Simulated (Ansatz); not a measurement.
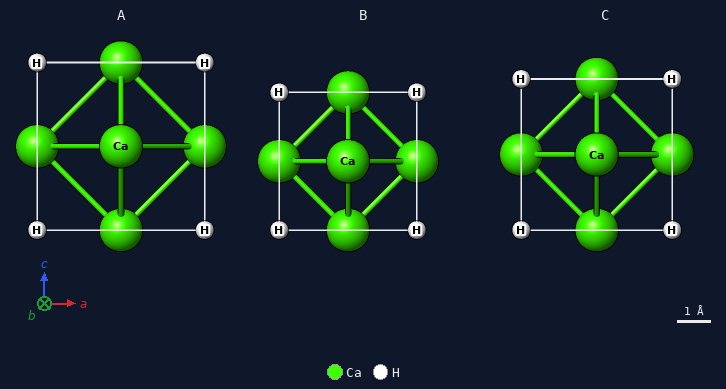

3 geometries from one relaxation of solid Ca3H (a generated structure, set up in Pm-3m) (coarse preliminary run), in shuffled order. Style: ball-and-stick. Shown: the cell of the calculation, along the b axis.

These are results of DFT PBE, scalar-relativistic, plane waves, PAW (Ansatz), not measurements. (plane-wave cutoff 420 eV; k-point mesh 4 × 4 × 4; occupations gaussian; smearing width 0.1 eV; no spin polarisation; cell and atoms relaxed; force threshold 0.04 eV/Å; at most 70 steps)

Order the frames from highest to lowest energy.

Answer. B, C, A. They are steps 0, 2, 8, at +2.916 eV per cell of the calculation, +0.788 eV per cell of the calculation relative to the last. No atom moves by more than 0.005 Å relative to the cell. The volume changes by +80.3 %, with a = b = c 4.205 → 5.118 Å (+21.7 %). Some distances before and after: Ca–Ca 2.974 → 3.619 Å. The space group stays Pm-3m (No. 221). The energy falls by 2.916 eV per cell of the calculation in 6 accepted moves (8 points after the start). All forces vanish by symmetry, so only the cell relaxes. Pressure: 22.09 GPa at the start and 0.31 GPa at the end. At 2 points the geometry stayed and the basis and grid were re-selected for the new cell (energy shift of 88.5 meV per cell of the calculation at most each time). The run took 8.5 s on 1 thread of Arm Neoverse V2, with other jobs on the host, peak memory 0.33 GiB.

Limits of the set-up: the k-point mesh is coarse for a cell with partly filled bands.
